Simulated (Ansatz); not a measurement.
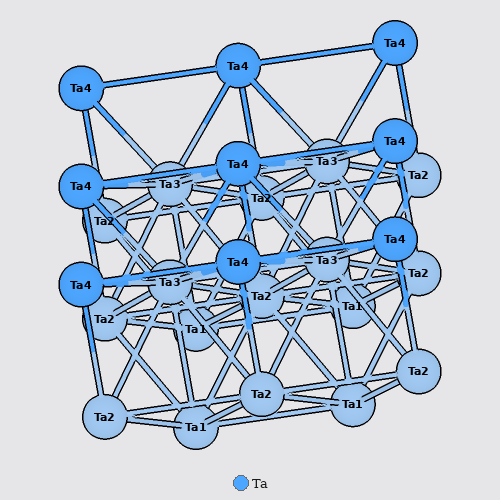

The system is Si on a Ta(110) slab cut from the Fm-3m phase, its upper half relaxed before the scan (4 atoms of substrate and one adsorbate in a 1 × 1 cell); the picture shows it without the atoms that are moved over the map. Si is moved over the surface cell; relaxed at each place: the height of the adsorbate's atoms; substrate rigid; the origin of the map has the adsorbate above Ta4. Places are given modulo a cell vector. The map is drawn in real space over the plane of the surface. The scan uses a 6 × 10 grid; 24 points were computed and 36 follow by symmetry. Energies: eV, counted from the lowest grid point. With one adsorbate in each 1 × 1 cell, its nearest image is 3.0 Å away, so neighbouring adsorbates interact. Level of theory: Ansatz, DFT PBE, scalar-relativistic, plane waves, PAW. Settings: cutoff 420 eV, k-mesh 9×6×1, gaussian smearing 0.1 eV, no spin polarisation.

Range: position of Si5 along the first surface vector from 0.000 to 0.833; position of Si5 along the second surface vector from 0.0 to 0.9.

What will the energy surface look like?

The lowest grid point is at a fourfold hollow over a second-layer Ta atom, (3/6, 5/10) of the cell vectors. No other kind of well shows on this grid. The highest grid point, the top site over a surface Ta atom, (0/6, 0/10) of the cell vectors, lies 1.95 eV above the lowest. At the lowest point the adsorbate has 1 Ta at 2.62 Å as nearest neighbours, at the highest 1 Ta at 2.57 Å. Its relaxed height above the top atom is 1.39 Å at the lowest and 2.57 Å at the highest point.

```csv
"second ↓, first →",0/6,1/6,2/6,3/6,4/6,5/6
9/10,1.91,1.77,1.44,1.21,1.44,1.77
8/10,1.78,1.64,1.28,1.04,1.28,1.64
7/10,1.54,1.37,0.98,0.73,0.98,1.37
6/10,0.99,0.77,0.36,0.22,0.36,0.77
5/10,0.43,0.22,0.00,0.00,0.00,0.22
4/10,0.99,0.77,0.36,0.22,0.36,0.77
3/10,1.54,1.37,0.98,0.73,0.98,1.37
2/10,1.78,1.64,1.28,1.04,1.28,1.64
1/10,1.91,1.77,1.44,1.21,1.44,1.77
0/10,1.95,1.82,1.50,1.27,1.50,1.82
```

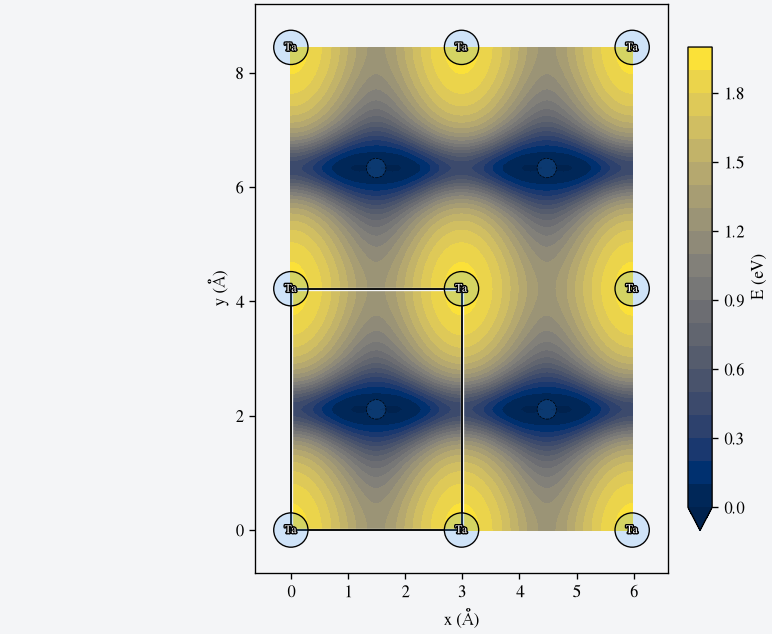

The picture shows filled contours, labelled circles for the atoms of the top layer and small ones for the second layer, the outline of one cell of the 2 × 2 shown. Between grid points the surface is interpolated.

Each point was launched as `ansatz run input.yaml --threads 2 --pin off --max-ram 6144MiB --backend cpu --events-out ev --progress --plain --runs-dir out`. Time for the 24 points that were run: 6.4 min on 2 threads of Intel(R) Xeon(R) 6975P-C (Granite Rapids), on a shared host.

PAW datasets: the set soft_1.
